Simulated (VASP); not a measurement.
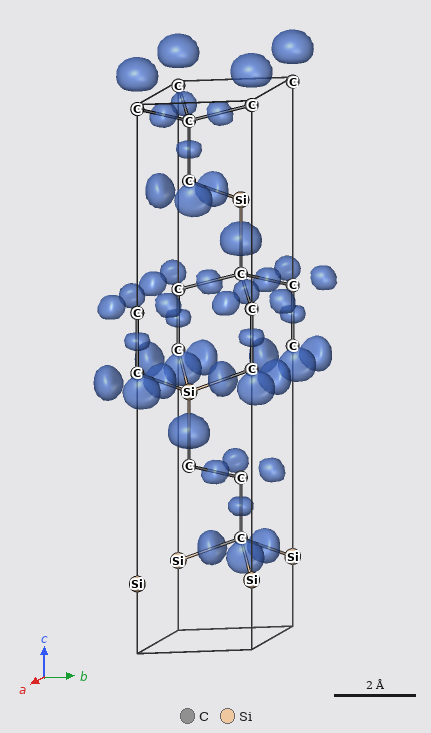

*SiC3. Isosurface of the ELF at 0.85 (blue), seen slightly off an axis. Only the valence region is drawn (cores and ρ < 0.01 e/Å³ removed). Sticks mark near contacts.*

Space group R3m; started from the ordered alloy on diamond lattice prototype, which need not be the ambient phase; changed on purpose from its base cell (epitaxial xy strain +1.7%); computed pressure about −4 GPa in this cell.

Theory: DFT, PBE, plane waves, PAW (VASP).

In a PAW calculation such maps are meaningful between the atoms, not at the nuclei.

> What do the ELF domains correspond to?

The ELF exceeds this value in twelve regions between bonded C–C atoms (shared pairs) and twelve regions between bonded C–Si atoms (shared pairs), counted in one cell of 12 atoms. Regions shared between cells count once. Profiles from the grid: C–C (1.54 Å): the ELF peaks at about 0.95 between the atoms: a covalent bond. Si–C (1.80 Å): the ELF peaks at about 0.95 between the atoms; a covalent bond.

> Does the calculation give a band gap?

It is gapped, with a Kohn–Sham gap of 1.8 eV on the k-point mesh, an upper bound to the gap of this method.
